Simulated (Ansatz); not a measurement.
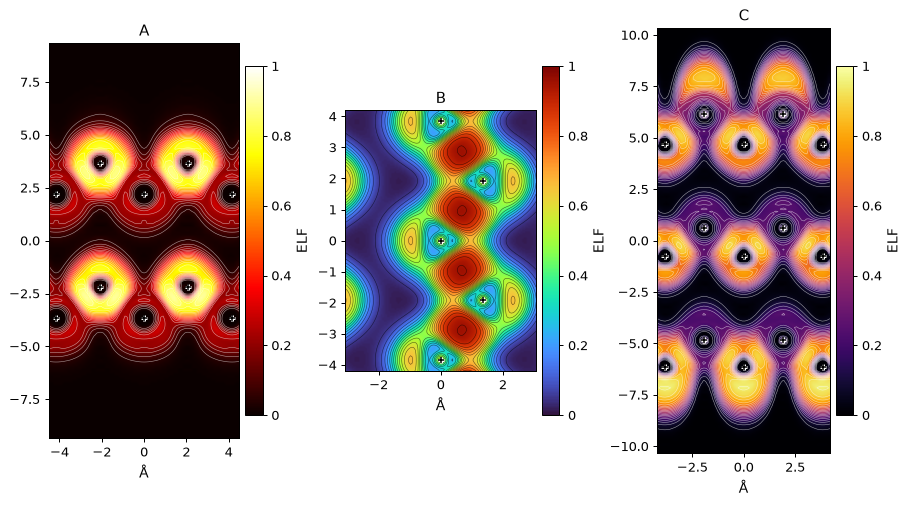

The electron localisation function of 3 systems, each on a plane through atoms (crosses mark nuclei in the plane).

All numbers below come from Ansatz 0.2.0, DFT PBEsol, scalar-relativistic, plane waves, PAW.

System 1: GaP (slab), the (010) plane of the calculation cell, a cut from vacuum to vacuum. 

```cif
data_structure
_symmetry_space_group_name_H-M 'P 1'
_symmetry_Int_Tables_number 1
_cell_length_a 3.8456
_cell_length_b 3.8456
_cell_length_c 27.2365
_cell_angle_alpha 90.000
_cell_angle_beta 90.000
_cell_angle_gamma 90.000
_cell_volume 402.78
loop_
_atom_site_label
_atom_site_type_symbol
_atom_site_fract_x
_atom_site_fract_y
_atom_site_fract_z
_atom_site_occupancy
P1 P 0.00000 0.50000 0.27629 1
Ga1 Ga 0.50000 0.50000 0.32403 1
P2 P 0.50000 0.00000 0.37549 1
Ga2 Ga 0.00000 0.00000 0.42414 1
P3 P 0.00000 0.50000 0.47487 1
Ga3 Ga 0.50000 0.50000 0.52428 1
P4 P 0.50000 0.00000 0.57470 1
Ga4 Ga 0.00000 0.00000 0.62411 1
P5 P 0.00000 0.50000 0.67433 1
Ga5 Ga 0.50000 0.50000 0.72776 1
```

System 2: InP (slab), the (100) plane of the calculation cell, a cut from vacuum to vacuum. Not relaxed (largest force 0.5 eV/Å).

System 3: Si, the (101) plane of the conventional cell. Space group Fd-3m; a structure from a database of computed crystals, not necessarily the ambient phase.

```
Si
1.0
     5.43383    0.00000    0.00000
     0.00000    5.43383    0.00000
     0.00000    0.00000    5.43383
Si
8
Direct
  0.25000 0.25000 0.25000
  0.75000 0.75000 0.25000
  0.75000 0.25000 0.75000
  0.25000 0.75000 0.75000
  0.00000 0.00000 0.00000
  0.50000 0.50000 0.00000
  0.50000 0.00000 0.50000
  0.00000 0.50000 0.50000
```

Q: Match each panel to its system.

A: Panel A is system 2, InP: the plane holds In and P. In–P (2.55 Å): the ELF peaks at about 0.90 in the valence shell of P, 0.8 Å from its nucleus, and is about 0.50 at the midpoint. Panel B is system 3, Si: the plane holds Si. Si–Si (2.35 Å): the ELF peaks at about 0.95 between the atoms, as expected for a shared electron pair. Panel C is system 1, GaP: the plane holds P and Ga. Ga–P (2.32 Å): the ELF peaks at about 0.90 in the valence shell of P, 0.9 Å from its nucleus, and is about 0.75 at the midpoint.
